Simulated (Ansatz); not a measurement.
# Nb-Ti stack of (100) layers: lattice stability ahead of a resistivity run, part 3 of 3

The plan: relax Nb-Ti stack of (100) layers, check its phonons, and, if the lattice is stable, compute its Eliashberg function and ρ(T).

Ansatz 0.2.0; DFT PBEsol, scalar-relativistic, plane waves, PAW.

So far, highest frequency, solved or plainly interpolated (cm⁻¹): step 5 (phonons by linear response: q 2×2×1, k 6×6×1) 313. Also lowest on path (cm⁻¹): step 5 -50.0.

## 6. Lattice stability: q 3×3×1, k 9×9×1

An imaginary mode on so few k-points may come from the sampling, so the phonons are repeated with another q and k mesh.

input.yaml

```yaml
crystal:
  lattice:
    - [2.6403473895, 0.0, 0.0]
    - [0.0, 2.6403473895, 0.0]
    - [0.0, 0.0, 27.9332573082]
  atoms:
    - { symbol: Nb, position: [0.0, 0.0, 0.1953065443] }
    - { symbol: Ti, position: [0.5, 0.5, 0.2724738458] }
  periodic: [true, true, false]
kpoints:
  mp_grid: { grid: [9, 9, 1] }
hamiltonian:
  xc: pbesol
scf:
  occupations: { method: methfessel_paxton, width: 0.2 }
output:
  eigenvalues: true
phonons:
  method: dfpt
  qmesh: [3, 3, 1]
  temperatures: { t_max: 1000, t_step: 50 }
  qpath:
    path: [[0.0, 0.0, 0.0], [0.0, 0.5, 0.0], [0.5, 0.5, 0.0], [0.0, 0.0, 0.0]]
    npoints: 10
```

Started as:

```bash
> ansatz run input.yaml --threads 4 --pin off --max-ram 16384MiB --backend cpu --events-out ev --progress --plain --runs-dir out
```

Numbers of over 12 decimals in the logs are rounded to 6 here.

The log of the run:

```text
[...]
Crystal: 2 atoms, lattice volume = 194.735 Å³
Basis set: ecut = 420 eV, 3817 PW (Γ), exchange–correlation on 36×36×384 points (8 copies of the dense FFT grid, shifted against one another)
Bands: 17, of which v1, the nominal top of the filled ones, is band 13 counted from 1 (12 counted from 0)
Symmetry: 8 space group operations
k-points: 15 of 81
[...]
SCF iter   1: F=—  HF=-6967.408769 eV  |F-HF|=—  |Δ(HF+E_count)|=         —  Δρ=5.64e-3  dr2=1.91e-1  ethr=1.77e-3  ⟨swp⟩=9.5  Hψ=1929  notcnv=0
[...]
SCF iter  12: F=-6967.389795 eV  HF=-6967.389795 eV  |F-HF|=2.17e-10  |Δ(HF+E_count)|=   1.27e-9  S|Δr|=    0.00e0  Δρ=2.66e-8  dr2=3.63e-12  ethr=1.00e-12  ⟨swp⟩=15.3  Hψ=2013  notcnv=0
SCF 1 converged in 12 iterations: F = -6967.389795 eV  dr2 = 3.63e-12
[...]
SCF converged after 12 iterations
[...]
Free energy (F): -6967.389795 eV
[...]
Internal energy: -6967.390688 eV  (E = F + TS)
E sigma→0 (E₀):  -6967.390018 eV
Entropy (-TS):   0.000894 eV (0.447 meV/atom)
Fermi energy:    -4.498343 eV
[...]
--- Band table (eV; the first three rows and the last of 15) ---
  k-point 0: bands = [... 9 lower, -8.2733, -7.5362, -5.4389, -5.2653, -4.3567, -3.2208, -2.4597, -2.4597]
  k-point 1: bands = [... 9 lower, -7.9624, -7.1300, -5.3315, -5.1834, -4.1870, -3.6638, -2.6223, -2.4038]
  k-point 2: bands = [... 9 lower, -7.4210, -5.8603, -5.4968, -4.7957, -4.5233, -3.4174, -2.6267, -2.3103]
  k-point 14: bands = [... 9 lower, -7.0064, -6.4588, -6.3922, -3.1727, -2.9014, -1.8500, -1.2229, -0.0570]
[...]
ASR residual: 2.595e-5 → 0.000e0 eV/Å²; symmetrization residual: 2.908e-6 eV/Å²
  ASR residual per site (eV/Å²): 2.60e-5 2.58e-5
  Γ frequencies (cm⁻¹): 0.00 0.00 0.00 109.49 109.49 212.28
--- Phonons (arbitrary-q DFPT): 3 irreducible q on the 3×3×1 mesh ---
[...]
interpolated dispersion: 31 rows × 6 modes
[...]
```

Run time: 56 s. Hardware: 4 threads of Arm Neoverse V2, shared host; peak memory 0.99 GiB.

Numbers from this step:

```yaml
share_of_imaginary_modes_in_the_plain_interpolation_between_solved_wavevectors: 0.0393
highest_frequency_solved_or_plainly_interpolated: 290.3 cm⁻¹
```

Solved on the 3×3×1 mesh alone; all other wavevectors are interpolated. The phonon branches at the labelled points (cm⁻¹):

| point | branch 1 | branch 2 | branch 3 | branch 4 | branch 5 | branch 6 |
| --- | --- | --- | --- | --- | --- | --- |
| Γ | 0 | 0 | 0 | 110 | 110 | 212 |
| X | -68 | 75 | 139 | 174 | 266 | 290 |
| M | 151 | 159 | 232 | 232 | 290 | 290 |
| Γ | 0 | 0 | 0 | 110 | 110 | 212 |

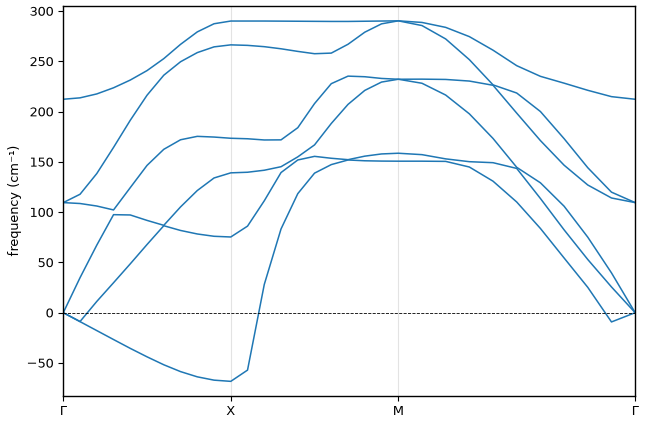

Phonon branches along the path.

Lowest modes at the softest wavevector of the mesh. The modes at q = (0.333, 0.000, 0.000) (shares of kinetic energy by element, %) (negative means imaginary):

| mode | frequency (cm⁻¹) | Nb % | Ti % |
| --- | --- | --- | --- |
| 1 | -56.5 | 93 | 7 |
| 2 | 83.3 | 7 | 93 |
| 3 | 99.2 | 71 | 29 |
| 4 | 169.6 | 56 | 44 |
| 5 | 245.7 | 57 | 43 |
| 6 | 262.2 | 16 | 84 |

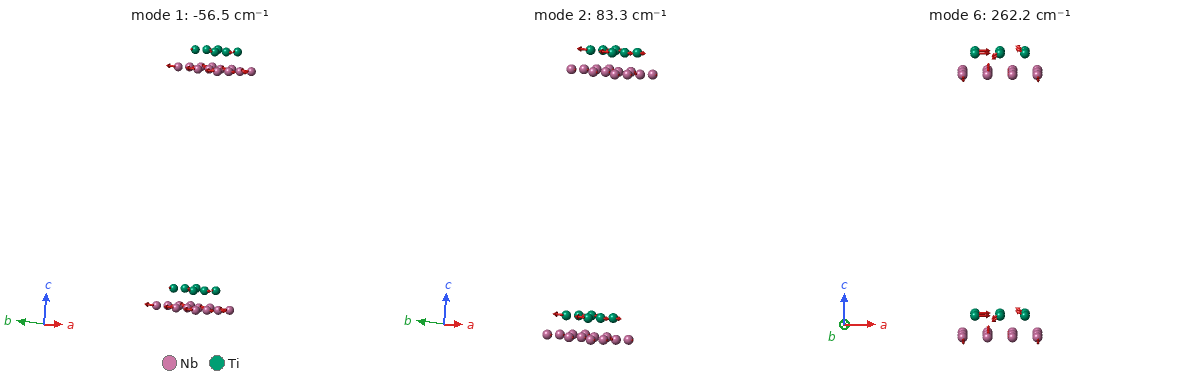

Displacement patterns of modes 1, 2 and 6 at q = (0.333, 0.000, 0.000); arrows are exaggerated. 3×2×2 cells are drawn. Some periodic images of atoms are drawn too.

The modes has structure finer than the step of the table below, so its rows give means over 20 cm⁻¹, whole bins alone (the curve runs from -78 to 309 cm⁻¹). Peaks (cm⁻¹: height): Nb 48.4: 0.00748, 80.0: 0.0147, 114.1: 0.0200, 140.8: 0.0288, 199.2: 0.00682, 230.8: 0.0211, 260.0: 0.0181; Ti 150.6: 0.0307, 172.4: 0.0220, 230.8: 0.0184, 247.8: 0.0145, 262.4: 0.0205, 274.6: 0.0200, 286.7: 0.0341.

Phonopy on the run's constants, 21x21x1 mesh, Gaussian sigma 2.8 cm⁻¹. Table of modes by wavenumber; means over each step; values in 1/cm⁻¹/cell:

| wavenumber (cm⁻¹) | Nb | Ti |
| --- | --- | --- |
| -60 | 0.00412 | 1.1e-4 |
| -40 | 0.00295 | 4.0e-4 |
| -20 | 0.00206 | 7.0e-4 |
| 0 | 0.00150 | 7.2e-4 |
| 20 | 0.00497 | 0.00145 |
| 40 | 0.00544 | 0.00174 |
| 60 | 0.00520 | 0.00232 |
| 80 | 0.00935 | 0.00724 |
| 100 | 0.00824 | 0.00961 |
| 120 | 0.0149 | 0.0103 |
| 140 | 0.0224 | 0.0145 |
| 160 | 0.0163 | 0.0164 |
| 180 | 0.00855 | 0.0133 |
| 200 | 0.00406 | 0.00688 |
| 220 | 0.00950 | 0.0127 |
| 240 | 0.0138 | 0.0134 |
| 260 | 0.0136 | 0.0131 |
| 280 | 0.00251 | 0.0211 |

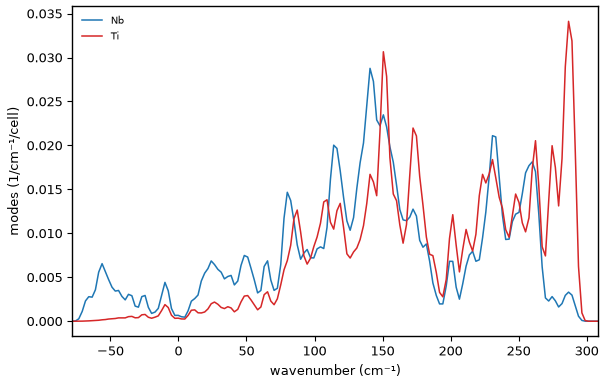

Modes, plotted against wavenumber.

No LO-TO term; unit eigenvectors of the mass-weighted matrix. Modes at Γ, with each element's share of the kinetic energy:

| mode | frequency (cm⁻¹) | symmetry | Nb % | Ti % |
| --- | --- | --- | --- | --- |
| 1 | 0.0 | unnamed | 66 | 34 |
| 2 | 0.0 | unnamed | 66 | 34 |
| 3 | 0.0 | unnamed | 66 | 34 |
| 4 | 109.5 | E | 34 | 66 |
| 5 | 109.5 | E | 34 | 66 |
| 6 | 212.3 | A1 | 34 | 66 |

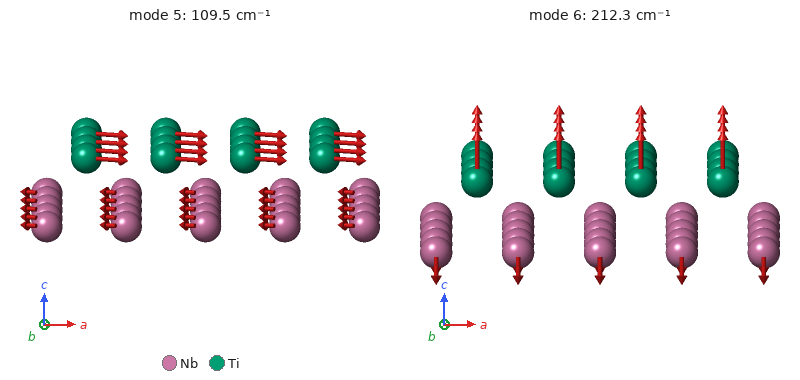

Displacement patterns of modes 5 and 6 at Γ; arrows are exaggerated. 4×4×1 cells are drawn. Some periodic images of atoms are drawn too.

Among the solved wavevectors the lowest mode, translations apart, is -56.5 cm⁻¹, imaginary.

## 7. Outcome

```yaml
phonon_run_of_the_rows_without_a_label_of_their_own: PBEsol, q 3×3×1, k 9×9×1
softest_mode_on_the_q_mesh: -56.5 cm⁻¹ at q = (0.333, 0, 0)
highest_frequency_solved_or_plainly_interpolated: 290 cm⁻¹
```

**Reading.** The lattice is dynamically unstable at this level: a mode at q = (0.333, 0, 0) is imaginary, 56.5i cm⁻¹, so no harmonic coupling constant or resistivity is defined for this structure. These meshes are coarse, and single modes of a metal can move by tens of cm⁻¹ with the k mesh. The coarser mesh found an imaginary mode at another wavevector, which this mesh lacks. The phonon runs are not spin-polarised. The structure was built by hand as an ordered model, and its stability against other phases was not tested.

[Logs are printed without paths, hosts, clocks, repeated set-up lines and the standing remarks that a program may print on its own settings, such as how far it seeks lower states.]

[Hosts, paths, dates, database ids (printed as entryN), source tags and the programs' standing remarks are cut or masked in the printed files.]
